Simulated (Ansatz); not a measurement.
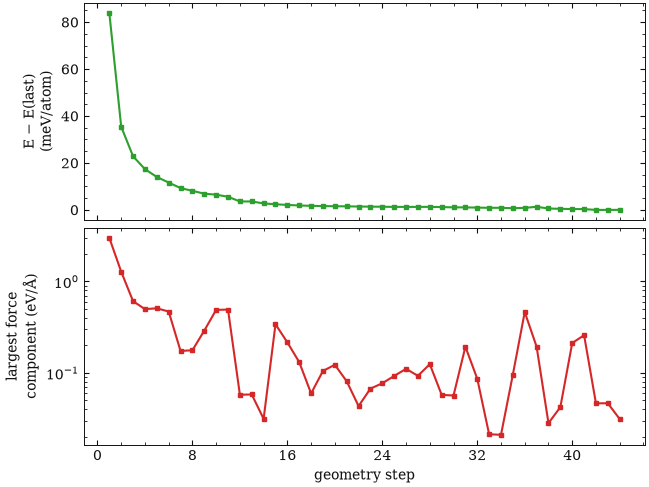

History of a geometry optimisation. Ga₃H₁₄N₃ (20 atoms in the cell); DFT PBE, scalar-relativistic, plane waves, PAW (Ansatz 0.2.0); cutoff 420 eV, 1×1×1 k-mesh, Gaussian smearing of 0.05 eV. Only the atoms move.

It had not finished: it stopped at geometry 44. The energy fell by about 84 meV/atom from the first step to the last. Steps 26, 28, 36, 37 and 44 went uphill and were rejected by the line search. The largest force component goes from about 3 eV/Å at the start to 0.031 eV/Å at the end.
